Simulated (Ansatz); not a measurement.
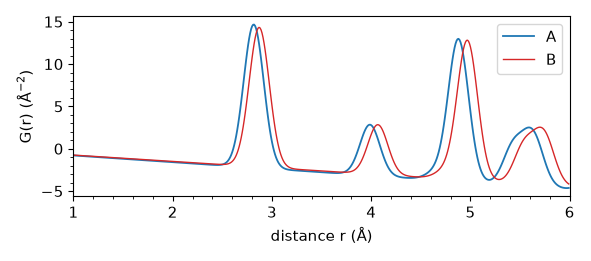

Simulated X-ray pair distribution function, G(r) = R(r)/r − 4πρ₀r, summed over the atomic distances of the structure with each pair weighted by the product of the atomic numbers (X-ray weights at Q = 0); every distance is a Gaussian of σ = 0.10 Å. No termination ripples are included. Both curves are of Al in space group P6_3/mmc, for two cells of different size. A: the input geometry of an electronic-structure calculation (not necessarily at equilibrium); the starting structure was generated, so it need not be a known form of this composition; B: coordinates from a relaxation with DFT, revPBE, plane waves (420 eV) with PAW, scalar-relativistic (Ansatz); the starting structure was generated, so it need not be a known form of this composition.

How does the volume of B compare with that of A?

Answer. Cell B is larger: the volume of B is 5.9 % above that of A (15.87 and 16.80 Å³ per atom), a mean linear change of 1.9 %. The shortest distance is 2.806 Å in A and 2.859 Å in B.

Give both cells.

Answer. Cell A: a = 2.806 Å, b = 2.806 Å, c = 9.305 Å, α = 90.00°, β = 90.00°, γ = 120.00°
Cell B: a = 2.859 Å, b = 2.859 Å, c = 9.489 Å, α = 90.00°, β = 90.00°, γ = 120.00°
